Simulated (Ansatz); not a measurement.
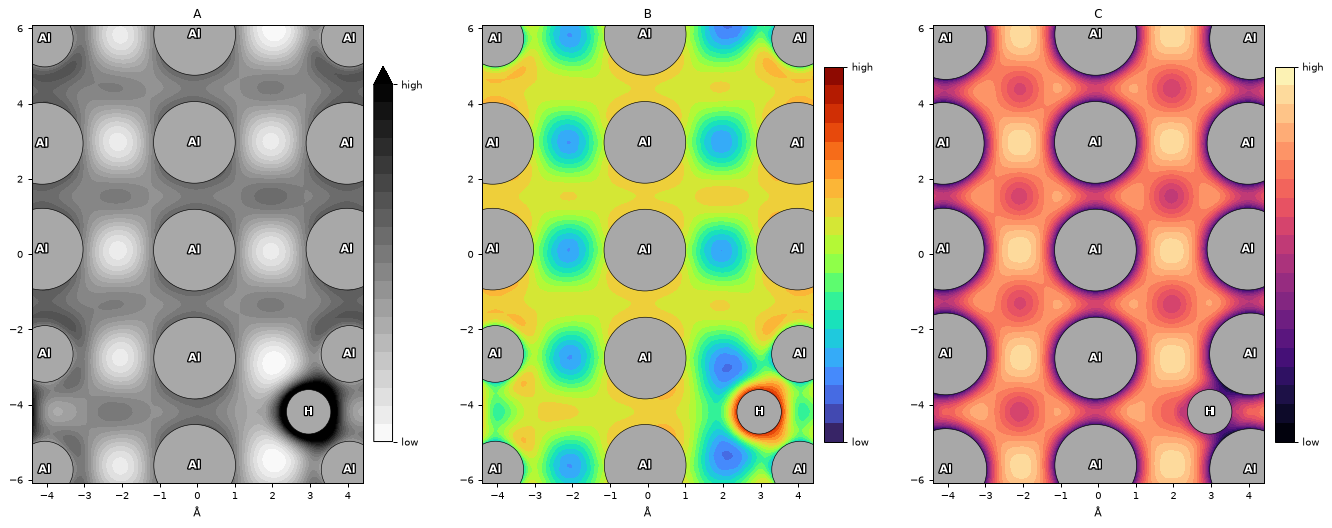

Al32H (cell with a defect): 3 fields on the (11̄0) plane of the calculation cell, with unlabelled colour scales. Grey discs cover the atomic cores.

Computed without spin polarisation.

These are results of Ansatz 0.2.0, DFT PBE-D3(BJ), scalar-relativistic, plane waves, PAW, not measurements.

Input

```
crystal:
  lattice:
    - [8.1, 0.0, 0.0]
    - [0.0, 8.1, 0.0]
    - [0.0, 0.0, 8.1]
  atoms:
    - { symbol: Al, position: [0.5, 0.0, 0.0] }
    - { symbol: Al, position: [0.75, 0.25, 0.0] }
    - { symbol: Al, position: [0.75, 0.0, 0.25] }
    - { symbol: Al, position: [0.0, 0.0, 0.0] }
    - { symbol: Al, position: [0.25, 0.25, 0.0] }
    - { symbol: Al, position: [0.5, 0.5, 0.0] }
    - { symbol: Al, position: [0.75, 0.75, 0.0] }
    - { symbol: Al, position: [0.25, 0.0, 0.25] }
    - { symbol: Al, position: [0.5, 0.25, 0.25] }
    - { symbol: Al, position: [0.75, 0.5, 0.25] }
    - { symbol: Al, position: [0.5, 0.0, 0.5] }
    - { symbol: Al, position: [0.75, 0.25, 0.5] }
    - { symbol: Al, position: [0.75, 0.0, 0.75] }
    - { symbol: Al, position: [0.0, 0.5, 0.0] }
    - { symbol: Al, position: [0.25, 0.75, 0.0] }
    - { symbol: Al, position: [0.0, 0.25, 0.25] }
    - { symbol: Al, position: [0.25, 0.5, 0.25] }
    - { symbol: Al, position: [0.5, 0.75, 0.25] }
    - { symbol: Al, position: [0.0, 0.0, 0.5] }
    - { symbol: Al, position: [0.25, 0.25, 0.5] }
    - { symbol: Al, position: [0.5, 0.5, 0.5] }
    - { symbol: Al, position: [0.75, 0.75, 0.5] }
    - { symbol: Al, position: [0.25, 0.0, 0.75] }
    - { symbol: Al, position: [0.5, 0.25, 0.75] }
    - { symbol: Al, position: [0.75, 0.5, 0.75] }
    - { symbol: Al, position: [0.0, 0.75, 0.25] }
    - { symbol: Al, position: [0.0, 0.5, 0.5] }
    - { symbol: Al, position: [0.25, 0.75, 0.5] }
    - { symbol: Al, position: [0.0, 0.25, 0.75] }
    - { symbol: Al, position: [0.25, 0.5, 0.75] }
    - { symbol: Al, position: [0.5, 0.75, 0.75] }
    - { symbol: Al, position: [0.0, 0.75, 0.75] }
    - { symbol: H, position: [0.6211615, 0.114926, 0.873627] }
basis:
  ecutwfc: 420.0
kpoints:
  mp_grid: { grid: [3, 3, 3] }
hamiltonian:
  xc: pbe
  dispersion: d3bj
scf:
  occupations: { method: gaussian, width: 0.15 }
  lower_state_search: "off"
relax:
  f_tol: 0.03
  max_steps: 60
  adjacent_minimum: "off"
output:
  write_density: true
  write_potential: true
  elf: true
  volumetric_format: npy
```

Command:

```sh
ansatz run input.yaml --threads 4 --pin off --max-ram 10240MiB --backend cpu --events-out ev --progress --plain --runs-dir out
```

The fields are those of the run's last geometry, not of the input's.

### The panels show electron localisation function, electrostatic potential energy of an electron and valence pseudo-density in some order. Assign them.

Panel A: valence pseudo-density. Panel B: electron localisation function. Panel C: electrostatic potential energy of an electron (low next to the atoms, rising into the space between them). From the grid: Al–H (1.88 Å): ρ is about 0.26 e/Å³ halfway; the ELF climbs to about 1 towards the hydrogen. Al–Al (2.79 Å): ρ is about 0.22 e/Å³ halfway; the ELF peaks at about 0.65 between the atoms.
